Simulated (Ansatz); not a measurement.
# WSe$_{2}$: what the fields show

```
W Se
1.0
     1.60226    2.82455   -0.06741
     3.29000   -0.04935   -0.04935
     0.19455    0.19455  -12.97000
W Se
2 4
Direct
  0.66667 0.66667 0.75000
  0.33333 0.33333 0.25000
  0.66667 0.66667 0.37900
  0.33333 0.33333 0.87900
  0.66667 0.66667 0.12100
  0.33333 0.33333 0.62100
```

Space group P-1; changed on purpose from its base cell (equal xy, yz and zx shear strains of -3 %, PAW files); not relaxed (largest force 0.8 eV/Å); computed pressure about 4 GPa in this cell.

These are results of DFT, PBE, PAW with Ansatz's default frozen-core files, scalar-relativistic in Ansatz 0.2.0, not measurements.

Core electrons are frozen (PAW), and the valence fields are smoothed inside the atomic spheres.

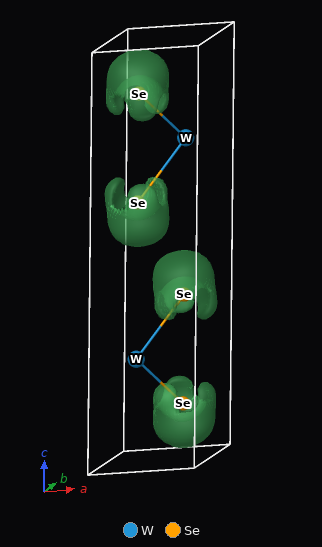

Figure 1. Isosurface of the electron localisation function at 0.75 (green), seen slightly off an axis. Only the valence region is drawn (cores and ρ < 0.01 e/Å³ removed). Sticks mark near contacts.

Question: Describe the localisation domains.

Answer: The ELF exceeds this value in four regions wrapped around Se (the valence shell of each), counted in one cell of 6 atoms. Regions shared between cells count once. Along the contacts the grid gives the following. W–Se (2.46 Å): the ELF is about 0.55 at the midpoint. W–Se (2.54 Å): the ELF is about 0.55 at the midpoint.

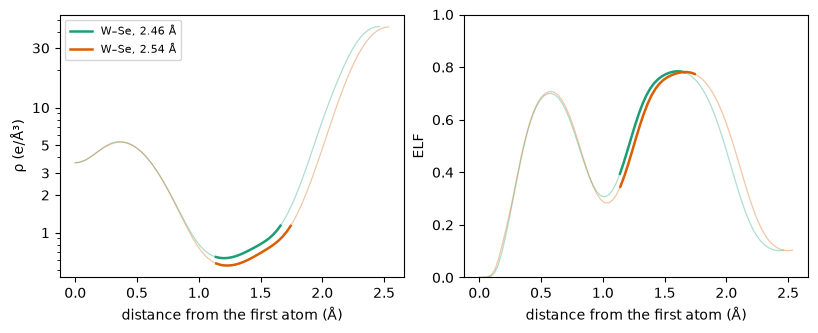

Figure 2. Valence pseudo-density and electron localisation function along straight lines between neighbouring atoms. Thin, pale parts lie inside the atomic spheres.

Question: What can be read from the curves?

Answer: W–Se (2.46 Å): the density is about 0.63 e/Å³ at the midpoint; the ELF is about 0.55 at the midpoint.
W–Se (2.54 Å): ρ is about 0.55 e/Å³ halfway; the ELF is about 0.55 at the midpoint.
